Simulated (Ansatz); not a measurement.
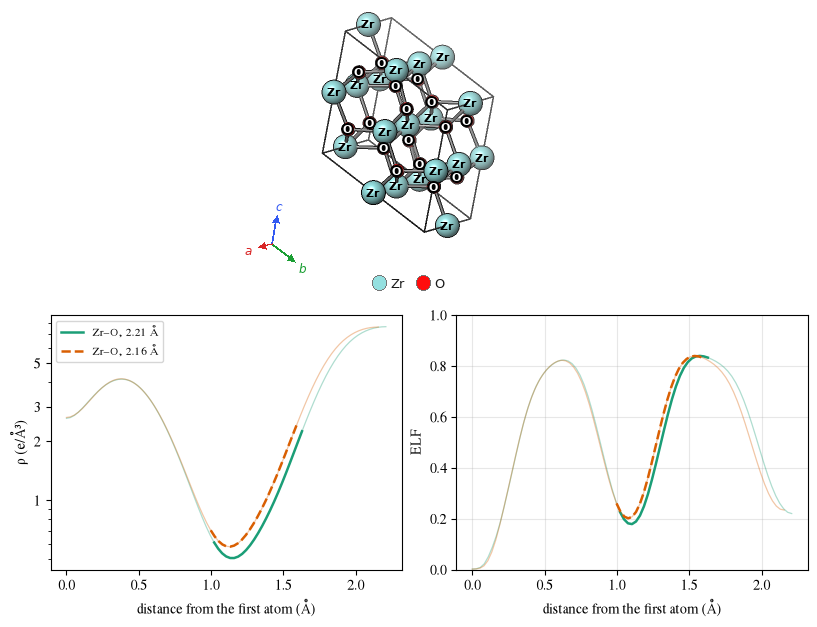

Zr7O16 (cell with a defect). Valence electron density and ELF along straight lines between neighbouring atoms. Thin, pale parts lie inside the atomic spheres. The structure is drawn too.

Computed pressure about −2 GPa in this cell.

All numbers below come from Ansatz, DFT PBEsol, scalar-relativistic, plane waves, PAW.

Core electrons are frozen (PAW), and the valence fields are smoothed inside the atomic spheres.

```xyz
23
Lattice="0.0000 7.1690 0.0000 7.1690 0.0000 0.0000 -3.5845 -3.5845 -5.1771" Properties=species:S:1:pos:R:3 pbc="T T T"
Zr    3.5845    0.0000   -5.1732
Zr    3.5845    3.5845    0.0000
Zr    3.5845    0.0000   -0.0039
Zr   -1.7908    5.3753   -2.5886
Zr   -1.7908    1.7937   -2.5886
Zr    1.7908    5.3753   -2.5886
Zr    1.7908    1.7937   -2.5886
O     3.5845   -1.6757   -3.7789
O     3.5845    1.6757   -3.7789
O     0.0000   -1.7540   -3.9013
O     0.0000    1.7540   -3.9013
O     3.5845    5.3490   -1.2541
O     3.5845    1.8200   -1.2541
O     0.0000    5.2510   -1.3801
O     0.0000    1.9178   -1.3801
O    -1.7645    0.0000   -3.9230
O    -1.6666    3.5845   -3.7970
O     1.7645    0.0000   -3.9230
O     1.6666    3.5845   -3.7970
O     5.3385    3.5845   -1.2758
O     5.2602    0.0000   -1.3982
O     1.8305    3.5845   -1.2758
O     1.9088    0.0000   -1.3982
```

Q: What can be read from the curves?

A: Zr–O (2.21 Å): the density is about 0.52 e/Å³ at the midpoint; the ELF peaks at about 0.85 in the valence shell of O, 0.6 Å from its nucleus, and drops to about 0.20 between the two atoms (no shared electron pair shows on this line).
Zr–O (2.16 Å): ρ is about 0.6 e/Å³ halfway; the ELF peaks at about 0.85 in the valence shell of O, 0.6 Å from its nucleus, and drops to about 0.20 between the two atoms: no localised pair shows between them.
